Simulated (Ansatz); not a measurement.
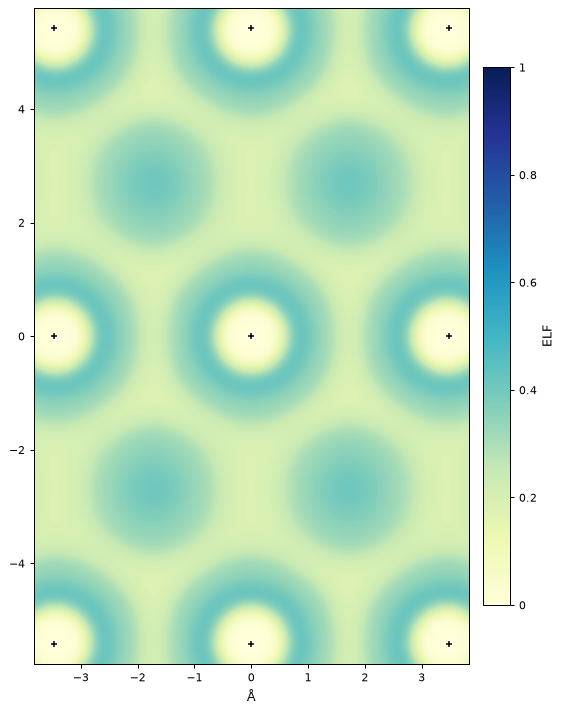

The electron localisation function on a plane through atoms (crosses mark nuclei in the plane).

Theory: DFT, PBEsol, PAW with Ansatz's default frozen-core files, scalar-relativistic in Ansatz 0.2.0.

Candidates:
A. SiO2, a = 4.09 Å, b = 4.09 Å, c = 2.61 Å, α = 90.00°, β = 90.00°, γ = 90.00°. Space group P4₂/mnm; not relaxed (largest force 0.7 eV/Å); computed pressure about 27 GPa in this cell.
B. NbC, a = 3.11 Å, b = 3.11 Å, c = 4.44 Å, α = 90.00°, β = 90.00°, γ = 90.00°. Space group I4/mmm; changed on purpose from its base cell (zz strain of +1 %, PAW files); computed pressure about 8 GPa in this cell; computed without spin polarisation.
C. Pb, a = 3.48 Å, b = 3.48 Å, c = 5.42 Å, α = 90.00°, β = 90.00°, γ = 120.00°. Space group P6₃/mmc; changed on purpose from its base cell (zz strain of -3 %, PAW files); computed pressure about 2 GPa in this cell.

Q: Which candidate gave the map?

A: Candidate C: Pb on the (010) plane of the conventional cell, which holds Pb. Pb–Pb (3.48 Å): the ELF is about 0.20 at the midpoint: no shared electron pair shows on this line.
